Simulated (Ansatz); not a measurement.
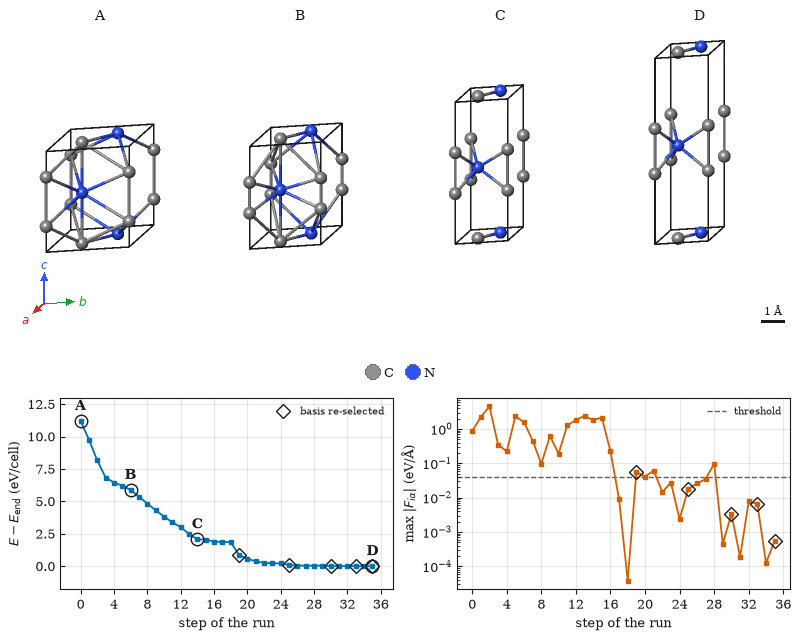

Frames of a relaxation of solid C3N2 (a generated structure, set up in P-6m2) (coarse preliminary run), marked on the history of the run. A ball-and-stick model of the cell of the calculation, seen slightly off an axis.

Computed with Ansatz, DFT PBE, scalar-relativistic, plane waves, PAW.

The input:
```yaml
crystal:
  lattice:
    - [3.73862304, 0.0, 0.0]
    - [-1.86931152, 3.23774252, 0.0]
    - [0.0, 0.0, 4.59089361]
  atoms:
    - { symbol: C, position: [0.0, 0.0, 0.74540001], spin: 1.0 }
    - { symbol: C, position: [0.0, 0.0, 0.25459999], spin: 1.0 }
    - { symbol: C, position: [0.66666667, 0.33333333, 0.0], spin: 1.0 }
    - { symbol: "N", position: [0.66666667, 0.33333333, 0.5], spin: 1.0 }
    - { symbol: "N", position: [0.33333333, 0.66666667, 0.0], spin: 1.0 }
basis:
  ecutwfc: 420
kpoints:
  mp_grid: { grid: [6, 6, 4] }
hamiltonian:
  xc: pbe
scf:
  occupations: { method: gaussian, width: 0.1 }
  lower_state_search: "off"
output:
  forces: true
  stress: true
  eigenvalues: true
  populations: true
magnetization:
  spin_polarized: true
relax:
  adjacent_minimum: "off"
  f_tol: 0.04
  max_steps: 70
  cell: { stress_tol: 0.4 }
```

Command:
```bash
ansatz run input.yaml --threads 1 --pin off --max-ram 2560MiB --backend cpu --events-out ev --progress --plain --runs-dir out
```

Q: What happens along the run?

A: The largest moves relative to the cell, 1.05 Å, are those of C1 and C2. C2 goes along +c. N stays in place. The volume changes by −23.6 %, with a = b 3.739 → 2.404 Å (−35.7 %), c 4.591 → 8.477 Å (+84.7 %). Some distances before and after: C1–C2 2.338 → 6.414 Å, C3–N4 2.295 → 4.239 Å, C1–C3 2.455 → 3.494 Å, C1–N5 2.455 → 3.494 Å. The space group stays P-6m2 (No. 187). After 30 accepted moves (35 points after the start) the energy has fallen by 11.202 eV per cell of the calculation. The largest force component goes from 0.87 to 0.00055 eV/Å. Pressure: −27.29 GPa at the start and 0.08 GPa at the end. The SCF was repeated 5 times at an unchanged geometry on a basis and grid sized afresh for the cell, which shifted the energy by 1.001 eV per cell of the calculation at most. The program noted that the starting moments weren't kept. The run may lie on a higher electronic state than the lowest, so the end point isn't shown to be the ground-state structure. Cost: 4.4 min on 1 thread of Arm Neoverse V1, on a shared host, peak memory 0.33 GiB. From step 0 to 6: C atoms move most (0.44 Å), volume −25.3 %, energy −5.326 eV per cell of the calculation. From step 6 to 14: C atoms move most (0.04 Å), volume −24.8 %, energy −3.806 eV per cell of the calculation. From step 14 to 35: C atoms move most (0.19 Å), volume +35.9 %, energy −2.071 eV per cell of the calculation.

```csv
step,"E − E(0), meV/atom","largest force component, eV/Å","pressure, GPa","volume, Å³/atom",note
0,0.00,0.8658,-27.29,11.114,
1,-286.57,2.2345,-24.06,9.580,
2,-609.43,4.5243,-12.98,8.230,
3,-872.22,0.3511,20.45,7.081,
4,-948.97,0.2215,1.42,7.856,
5,-996.45,2.3220,0.69,8.151,
6,-1065.15,1.5957,-7.33,8.307,
7,-1167.39,0.4548,-2.24,8.136,
8,-1274.16,0.0968,1.84,7.942,
9,-1377.49,0.6245,5.70,7.778,
10,-1474.92,0.1910,0.37,7.672,
11,-1561.98,1.2645,4.24,7.402,
13,-1743.06,2.3968,7.59,6.669,
14,-1826.28,1.8178,24.30,6.246,
15,-1830.14,2.1514,-10.23,6.662,
17,-1866.39,0.0089,0.77,6.555,
18,-1866.45,0.0000,0.04,6.567,
19,-2066.75,0.0564,16.29,6.567,"same geometry, new basis"
21,-2164.27,0.0612,7.48,6.984,
22,-2187.10,0.0147,4.07,7.207,
23,-2196.60,0.0273,1.10,7.433,
24,-2197.12,0.0024,0.00,7.541,
26,-2230.20,0.0261,1.52,7.793,
27,-2231.92,0.0344,0.63,8.031,
28,-2230.75,0.0977,-0.37,8.191,
30,-2238.80,0.0033,0.41,8.171,"same geometry, new basis"
31,-2238.87,0.0002,0.24,8.315,
32,-2238.40,0.0077,0.01,8.417,
34,-2239.82,0.0001,0.05,8.487,
35,-2240.41,0.0005,0.08,8.487,"same geometry, new basis"
```
